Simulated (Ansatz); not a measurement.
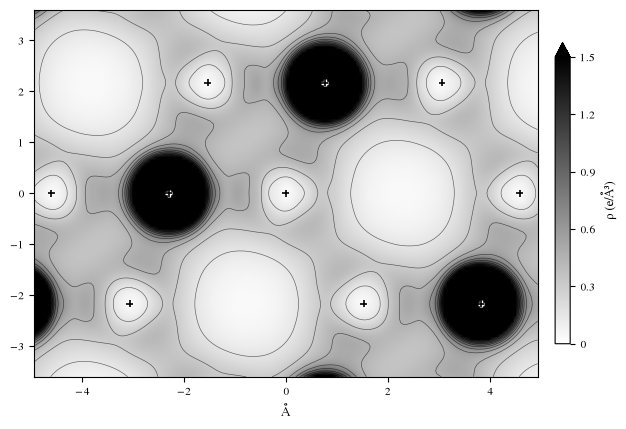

The valence pseudo-density on a plane through atoms (crosses mark nuclei in the plane).

Level of theory: DFT PBEsol, scalar-relativistic, plane waves, PAW in Ansatz.

Candidates:
A. Si$_{2}$Ni, a = 5.39 Å, b = 5.39 Å, c = 5.39 Å, α = 90.00°, β = 90.00°, γ = 90.00°. Space group Fm-3m; computed without spin polarisation.
B. CoSi$_{2}$, a = 3.76 Å, b = 3.76 Å, c = 9.20 Å, α = 90.00°, β = 90.00°, γ = 120.00°. Space group Fm-3m; a generated structure, not necessarily the stable one; computed without spin polarisation.

**Which system is this?**

Candidate B: CoSi$_{2}$ on the (110) plane of the calculation cell, which holds Si and Co. Co–Si (2.30 Å): ρ at the midpoint is about 0.51 e/Å³.
